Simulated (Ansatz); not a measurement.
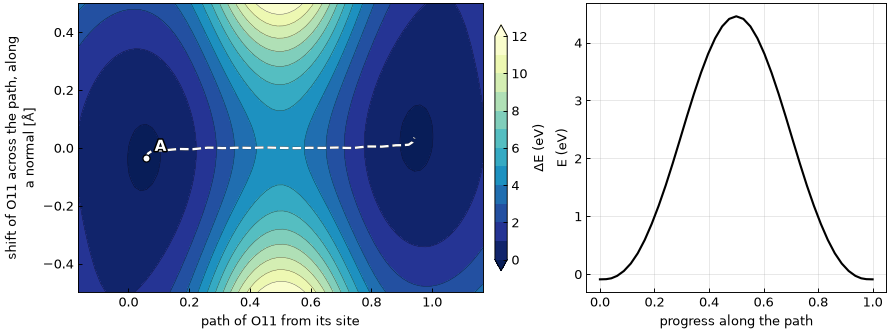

SnO₂ (R-3m phase) with one O vacancy (11 atoms in the cell, cell charge +2). 
- An atom moved over a plane that holds its own site and a neighbouring vacancy (x along [1 1 0], y along [−1 1 0], z along [0 0 1] of the conventional cell).
- First axis: path of O11 from its site (0) to the vacancy (1), 2.724 Å. Second axis: shift of O11 across the path, along a normal.
- Nothing is relaxed (all other atoms held at the sites of the perfect crystal).
- Grid: 9 × 7 points; 32 points were computed and 31 follow by symmetry.
- Points are written as (first, second).
- Energies: eV per cell, counted from the lowest grid point.
- The cell is charged on a uniform background, without a charge correction.
- Computed with DFT PBE+D3(BJ), scalar-relativistic, plane waves, PAW in Ansatz 0.2.0. Settings: cutoff 420 eV, k-mesh 6×6×6, gaussian smearing 0.05 eV, no spin polarisation.

In the figure: filled contours, a line along the lowest path, one colour for all values above the top of the scale, the energy along the path at the right, the start A. Between grid points the surface is interpolated.

> Describe the path and its barrier.

The easiest path leads from the well at about (0.06, −0.04 Å) to a well of about the same depth at about (0.94, 0.04 Å). Its highest point lies about 4.5 eV above the bottom of the first well on the interpolated surface, at (0.500, 0.000 Å) [nearest 2 Sn at 1.62 Å]. This is the barrier on the constrained surface; relaxing the other coordinates would change it.
